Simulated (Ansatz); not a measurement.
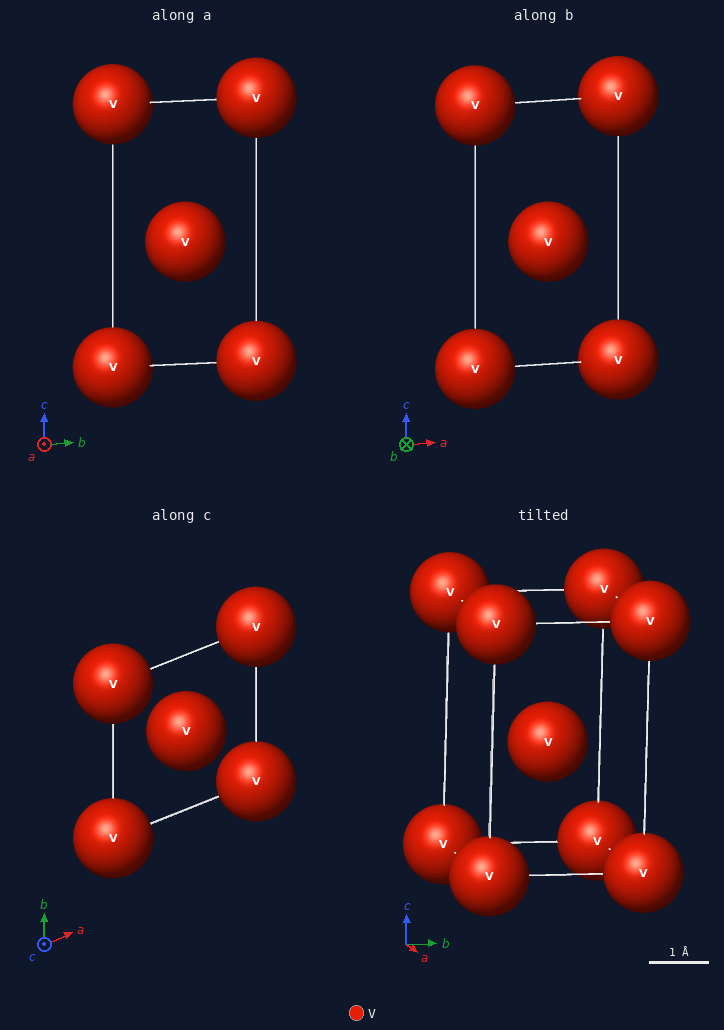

Crystal structure, spheres-only style, seen along the a axis, along the b axis, along the c axis and slightly off an axis. One simulation cell is outlined, and atoms on its boundary appear in each equivalent place.

Lattice parameters: a = 2.6475 Å, b = 2.6556 Å, c = 4.5257 Å, α = 85.722°, β = 84.944°, γ = 68.059°.

**Put the structure into a CIF in P1 with every atom of the cell, with free fractional coordinates to two decimals.**

```cif
data_structure
_symmetry_space_group_name_H-M 'P 1'
_symmetry_Int_Tables_number 1
_cell_length_a 2.6475
_cell_length_b 2.6556
_cell_length_c 4.5257
_cell_angle_alpha 85.722
_cell_angle_beta 84.944
_cell_angle_gamma 68.059
_cell_volume 29.37
loop_
_atom_site_label
_atom_site_type_symbol
_atom_site_fract_x
_atom_site_fract_y
_atom_site_fract_z
_atom_site_occupancy
V1 V 0.00 0.00 0.00 1
V2 V 0.51 0.50 0.47 1
```

Where the cell comes from: a known structure type with an atom taken out, added or moved. No relaxation was applied. It was the input of a calculation with Ansatz.

At this level of theory the cell isn't at rest (stretched, at -14 GPa), so its distances can differ from those at equilibrium, the more so the softer the solid.
